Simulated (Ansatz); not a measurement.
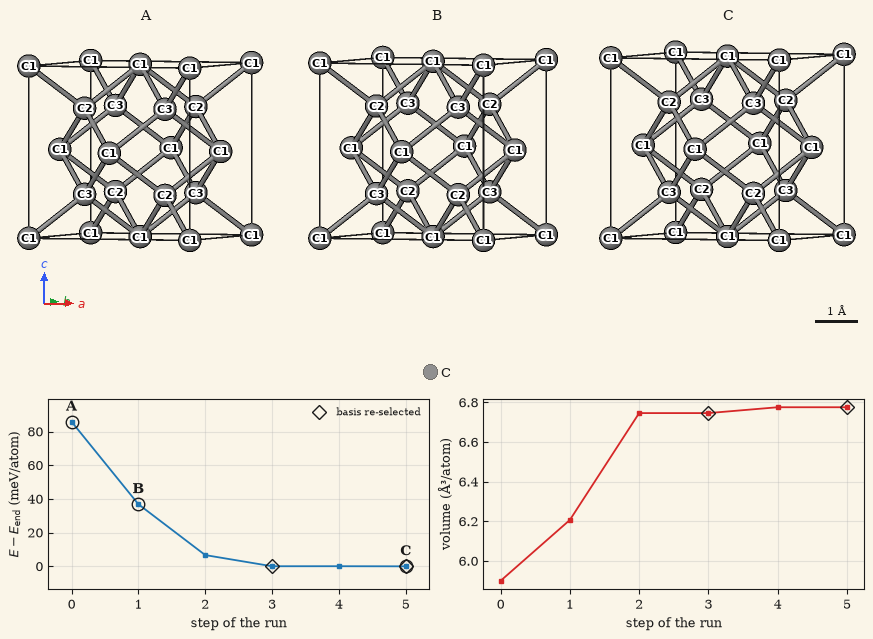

Frames of a relaxation of crystalline C (a generated structure, set up in Fm-3m) (coarse preliminary run), marked on the history of the run. The picture is a ball-and-stick view of the conventional cell (4 times the calculation's cell), seen from a free direction. Lengths and directions refer to the drawn axes.

Computed with Ansatz, DFT PBE, scalar-relativistic, plane waves, PAW. Set-up: plane-wave cutoff 420 eV; k-point mesh 8 × 8 × 8; occupations gaussian; smearing width 0.1 eV; no spin polarisation; cell and atoms relaxed; force threshold 0.04 eV/Å; at most 70 steps.

Q: What happens along the run?

A: No atom moves by more than 0.005 Å relative to the cell. The volume changes by +14.8 %, with a = b = c 4.137 → 4.332 Å (+4.7 %). Near-neighbour distances that change, for instance: C1–C2 1.791 → 1.876 Å. The space group stays Fm-3m (No. 225). Over 3 accepted moves (5 points after the start) the energy falls by 85.9 meV per atom. All forces vanish by symmetry, so only the cell relaxes. The pressure goes from 33.09 to 0.14 GPa. At 2 points the geometry stayed and the basis and grid were re-selected for the new cell (energy shift of 6.6 meV per atom at most each time). From step 0 to 1: volume +5.2 %, energy −49.0 meV per atom. From step 1 to 5: volume +9.2 %, energy −36.9 meV per atom.

```json
{"step": "0", "E − E(0), meV/atom": "0.00", "pressure, GPa": "33.09", "volume, Å³/atom": "5.900", "note": ""}
{"step": "1", "E − E(0), meV/atom": "-48.99", "pressure, GPa": "20.05", "volume, Å³/atom": "6.207", "note": ""}
{"step": "2", "E − E(0), meV/atom": "-79.18", "pressure, GPa": "-0.13", "volume, Å³/atom": "6.746", "note": ""}
{"step": "3", "E − E(0), meV/atom": "-85.81", "pressure, GPa": "1.01", "volume, Å³/atom": "6.746", "note": "same geometry, new basis"}
{"step": "4", "E − E(0), meV/atom": "-85.80", "pressure, GPa": "0.13", "volume, Å³/atom": "6.776", "note": ""}
{"step": "5", "E − E(0), meV/atom": "-85.87", "pressure, GPa": "0.14", "volume, Å³/atom": "6.776", "note": "same geometry, new basis"}
```
